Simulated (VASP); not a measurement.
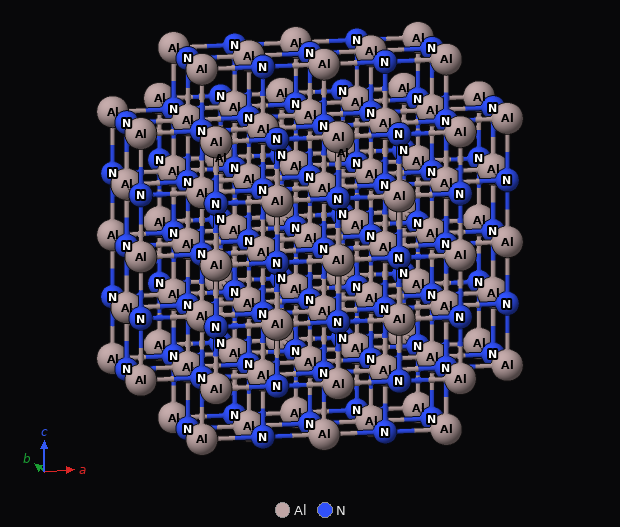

AlN (space group Fm-3m, No. 225): a cell listed in the Materials Project, as set up for an electronic-structure calculation.

Bonds are taken as Al–N below 2.3 Å; no other contact counts. The graph is simplified in the usual way: terminal and isolated atoms are pruned, two-connected atoms become edges.

> What kind of net remains, and which atoms are its nodes?

A uninodal 6-connected, three-periodic net: Al and N are 6-connected nodes.

> Does the net have a name?

It is the pcu net, known from NaCl, ReO3 and the B-X framework of perovskite.

> Is the net interpenetrated?

It is a single net, without interpenetration.

> How many nodes does the smallest cycle have?

Four.
